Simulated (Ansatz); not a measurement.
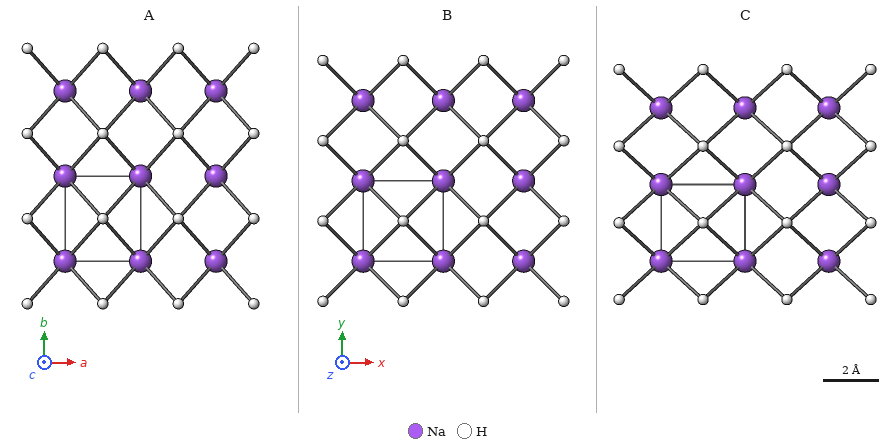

Crystalline NaH (Pm-3m): the cell is strained along x and oppositely along y, with the atoms kept at their fractional coordinates. x, y and z are the Cartesian axes of the input. A ball-and-stick model of the cell of the calculation, repeated 2 × 2 × 3 with one cell outlined, seen along the c axis.

Method: Ansatz 0.2.0, DFT PBE, scalar-relativistic, plane waves, PAW. Settings: plane-wave cutoff 420 eV; k-point mesh 10 × 10 × 10; occupations gaussian; smearing width 0.05 eV; no spin polarisation. Energies (free energies at the smearing named) are counted from the cell as listed in its source, which wasn't relaxed.

**Order these geometries by energy, lowest first.**

Lowest first: B (the strain 0.00, 0.0 meV/atom), C (the strain 0.045, 18.6 meV/atom), A (the strain −0.06, 33.1 meV/atom). Over the whole scan: the lowest computed point lies at the strain 0.00 (0.0 meV/atom). The curvature at zero strain, (1/V) d²E/dε², is about 230 GPa; it is C₁₁ + C₂₂ − 2C₁₂ with clamped ions. The distortion takes the space group from Pm-3m to Pmmm. At the strain −0.06 the cell of the drawing goes a 2.955 → 2.778 Å, b 2.955 → 3.132 Å.
